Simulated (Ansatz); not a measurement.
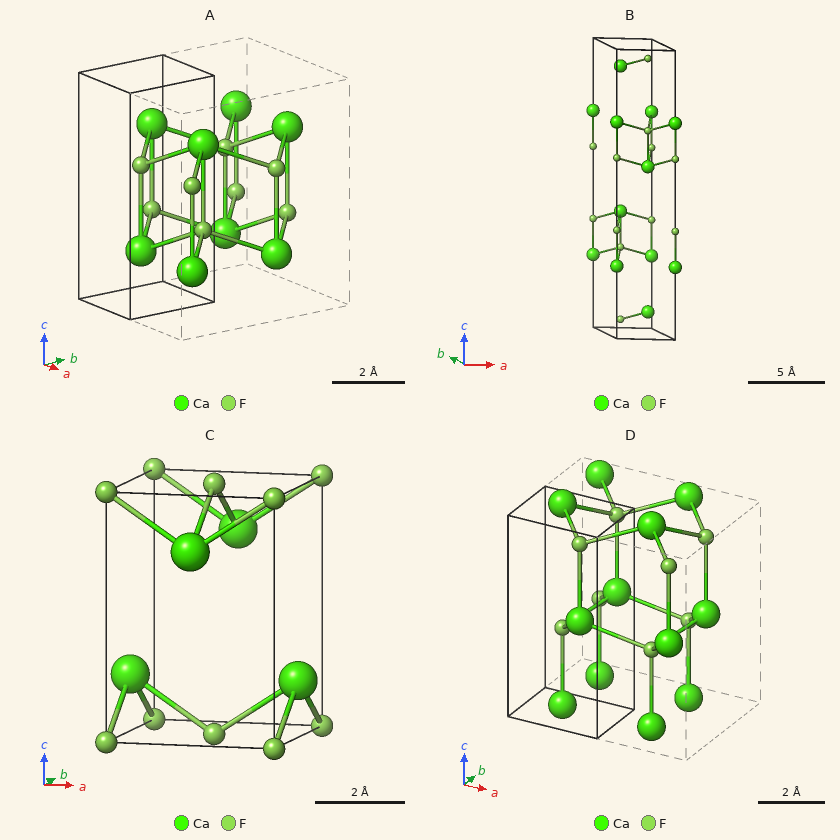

Four structures of CaF, each relaxed to rest (conventional cells in solid outline, small ones repeated, each panel with its own scale). Method: DFT PBE, scalar-relativistic, plane waves, PAW in Ansatz, without spin polarisation.

### Give the type and space group of each panel.

A: 4 atoms a cell on a primitive hexagonal lattice, P-3m1; B: 12 atoms a cell on a rhombohedral (trigonal R) lattice, R-3m; C: 4 atoms a cell on a primitive tetragonal lattice, P4/nmm; D: wurtzite, P6_3mc.

### Which of these is lowest in energy, and how far above it do the others lie?

C, then A (+69 meV/atom), B (+88 meV/atom) and D (+328 meV/atom), energies at zero smearing.

### Collect the results in a table.

| panel | structure | E − E(lowest) (meV/atom) | volume (Å³/atom) | gap (eV) |
| --- | --- | --- | --- | --- |
| C | P4/nmm | 0 | 22.1 | metal |
| A | P-3m1 | 69 | 20.7 | metal |
| B | R-3m | 88 | 21.4 | metal |
| D | P6_3mc | 328 | 21.9 | metal |

Some of these may be structure types tried for this composition rather than known phases, and the most stable form need not be among them. Gaps are taken on the k-mesh or band path of each run.
